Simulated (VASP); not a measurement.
**MoTe2: one change and its effect**

System: MoTe2 (P6₃/mmc, 6 atoms in the cell).
Method of run A: Kohn-Sham DFT of a periodic cell, revPBE, VASP PAW PBE potentials, recommended, no spin polarisation (VASP 6.6.1).

The structure derives from an entry of the Crystallography Open Database. 

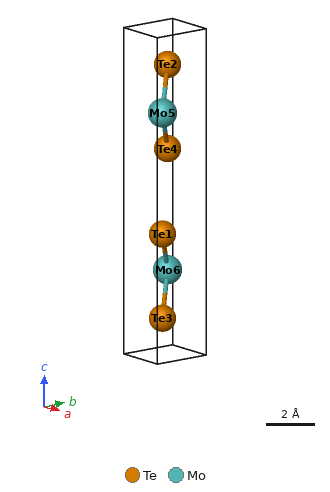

Fig. 1: The input geometry (ball-and-stick view of the cell of the calculation, seen slightly off an axis; atoms are numbered from 1 in the order of the input). Near neighbours in the crystal (not all of them lie inside the picture): Te has 3 Mo at 2.72 Å; Mo has 6 Te at 2.72 Å.

### INCAR, run A
```
PREC = Accurate
ENCUT = 600
EDIFF = 1E-6
ISMEAR = -1
SIGMA = 0.05
LREAL = F
LASPH = T
NELM = 80
ALGO = Fast
ISIF = 3
LWAVE = F
LCHARG = F
GGA = RE
IBRION = 2
NSW = 60
EDIFFG = -0.01
```

### KPOINTS, run A
```
regular mesh
0
Gamma
  7 7 2
```

### POSCAR, run A
```
Te2Mo
1.0
    3.5182000000      0.0000000000      0.0000000000
   -1.7591000000      3.0468505756      0.0000000000
    0.0000000000      0.0000000000     13.9736000000
Te Mo
4 2
Direct
    0.6666666667      0.3333333333      0.3790000000
    0.3333333333      0.6666666667      0.8790000000
    0.6666666667      0.3333333333      0.1210000000
    0.3333333333      0.6666666667      0.6210000000
    0.6666666667      0.3333333333      0.7500000000
    0.3333333333      0.6666666667      0.2500000000
```

Launched with:
```bash
cat potpaw_PBE.64/Te/POTCAR potpaw_PBE.64/Mo_sv/POTCAR > POTCAR
mpirun -np 1 vasp_std > vasp.out
```

Hardware: 1 thread of Intel Xeon (Granite Rapids), 128 GiB of memory available, shared host.

### OSZICAR and lines of OUTCAR (run A)
```
N       E                     dE             d eps       ncg     rms          rms(c)
DAV:   1     0.450687022149E+03    0.45069E+03   -0.29220E+04  1136   0.168E+03
DAV:   2    -0.881895363551E+01   -0.45951E+03   -0.45071E+03  1229   0.371E+02
DAV:   3    -0.341566182939E+02   -0.25338E+02   -0.24501E+02  1245   0.730E+01
DAV:   4    -0.348897463772E+02   -0.73313E+00   -0.73040E+00  1258   0.120E+01
DAV:   5    -0.349101885915E+02   -0.20442E-01   -0.20432E-01  1320   0.205E+00    0.215E+01
RMM:   6    -0.340836719113E+02    0.82652E+00   -0.64584E+00  1029   0.120E+01    0.862E+00
RMM:   7    -0.338470317522E+02    0.23664E+00   -0.22043E+00  1005   0.530E+00    0.532E+00
[...]
RMM:   5    -0.340043013465E+02    0.25557E-05   -0.17919E-05   968   0.198E-02    0.409E-03
RMM:   6    -0.340043015803E+02   -0.23383E-06   -0.80581E-06   828   0.112E-02
  20 F= -.34004302E+02 E0= -.34004301E+02  d E =-.287172E-01
       N       E                     dE             d eps       ncg     rms          rms(c)
DAV:   1    -0.340043536011E+02   -0.52255E-04   -0.84472E-04  1165   0.203E-01    0.451E-02
RMM:   2    -0.340043316242E+02    0.21977E-04   -0.24148E-04  1048   0.683E-02    0.202E-02
RMM:   3    -0.340043192712E+02    0.12353E-04   -0.30287E-05   995   0.284E-02    0.742E-03
RMM:   4    -0.340043195691E+02   -0.29798E-06   -0.16636E-05   914   0.142E-02    0.563E-03
RMM:   5    -0.340043190746E+02    0.49452E-06   -0.38654E-06   708   0.783E-03
  21 F= -.34004319E+02 E0= -.34004318E+02  d E =-.174943E-04
[... from OUTCAR:]
  free energy    TOTEN  =       -34.00431907 eV
  energy without entropy =      -34.00431784  energy(sigma->0) =      -34.00431846
 E-fermi :   5.3596     XC(G=0):  -8.4076     alpha+bet :-10.2741
  free  energy   TOTEN  =       -34.0043190746 eV
  energy  without entropy=      -34.0043178357  energy(sigma->0) =      -34.00431846
```

For run B the input was changed thus:
```diff
+IVDW = 13
```

Predict how the results change.

The total energies belong to different models, so their difference says nothing on which is more stable or more accurate. The gap on the mesh goes from 1.34 to 0.69 eV. The volume per atom goes from 33.40 to 23.76 Å³. The SCF takes 131 iterations over all geometry steps against 283. On the same kind of shared host run B took about 0.45 times as long.

### OSZICAR and lines of OUTCAR (run B)
```
N       E                     dE             d eps       ncg     rms          rms(c)
DAV:   1     0.450687022149E+03    0.45069E+03   -0.29220E+04  1136   0.168E+03
DAV:   2    -0.881895363551E+01   -0.45951E+03   -0.45071E+03  1229   0.371E+02
DAV:   3    -0.341566182939E+02   -0.25338E+02   -0.24501E+02  1245   0.730E+01
DAV:   4    -0.348897463772E+02   -0.73313E+00   -0.73040E+00  1258   0.120E+01
DAV:   5    -0.349101885915E+02   -0.20442E-01   -0.20432E-01  1320   0.205E+00    0.215E+01
RMM:   6    -0.340836719113E+02    0.82652E+00   -0.64584E+00  1029   0.120E+01    0.862E+00
RMM:   7    -0.338470317522E+02    0.23664E+00   -0.22043E+00  1005   0.530E+00    0.532E+00
[...]
RMM:   3    -0.335403560724E+02    0.14533E-04   -0.30968E-05   993   0.280E-02    0.631E-03
RMM:   4    -0.335403551123E+02    0.96014E-06   -0.81814E-06   817   0.119E-02
  13 F= -.39174458E+02 E0= -.39174403E+02  d E =-.172435E-03
       N       E                     dE             d eps       ncg     rms          rms(c)
DAV:   1    -0.335414289476E+02   -0.10729E-02   -0.47854E-04  1036   0.167E-01    0.411E-02
RMM:   2    -0.335414141844E+02    0.14763E-04   -0.14731E-04  1000   0.615E-02    0.132E-02
RMM:   3    -0.335414071747E+02    0.70097E-05   -0.13794E-05   865   0.186E-02    0.537E-03
RMM:   4    -0.335414061310E+02    0.10437E-05   -0.47575E-06   727   0.106E-02    0.329E-03
RMM:   5    -0.335414058814E+02    0.24955E-06   -0.16475E-06   572   0.505E-03
  14 F= -.39174453E+02 E0= -.39174398E+02  d E =-.167355E-03
[... from OUTCAR:]
  energy without entropy =      -33.54129621  energy(sigma->0) =      -33.54135105
 E-fermi :   9.2876     XC(G=0): -10.6903     alpha+bet :-14.4430
  external pressure =       -0.41 kB  Pullay stress =        0.00 kB
  free  energy   TOTEN  =       -39.1744531404 eV
  energy  without entropy=      -39.1743434713  energy(sigma->0) =      -39.17439831
```

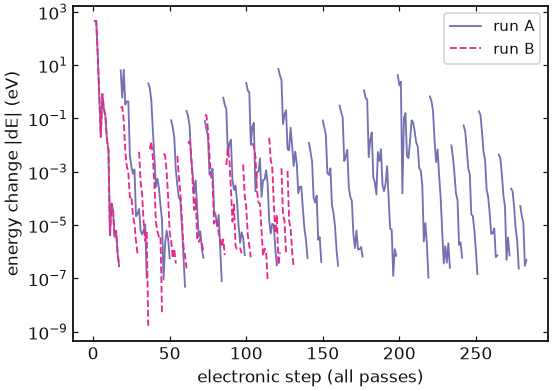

Fig. 2: Convergence of the two runs: energy change |dE| against the electronic step. A break in a curve parts two SCF passes. Run A takes 283 steps in all, and run B takes 131.

### The two runs side by side

| quantity | run A | run B |
| --- | --- | --- |
| outcome | converged | converged |
| free energy per atom (eV) | −5.6674 | −6.5291 |
| gap on the mesh (eV) | 1.34 | 0.69 |
| pressure (GPa) | 0.00 | −0.04 |
| volume per atom (Å³) | 33.40 | 23.76 |
| largest force (eV/Å) | 0.005 | 0.006 |
| SCF iterations | 283 | 131 |
| irreducible k-points | 16 | 16 |

For run A: The volume changed by more than 5 % on the plane waves of the start, so the result carries a basis error; a second relaxation from the end is advised.
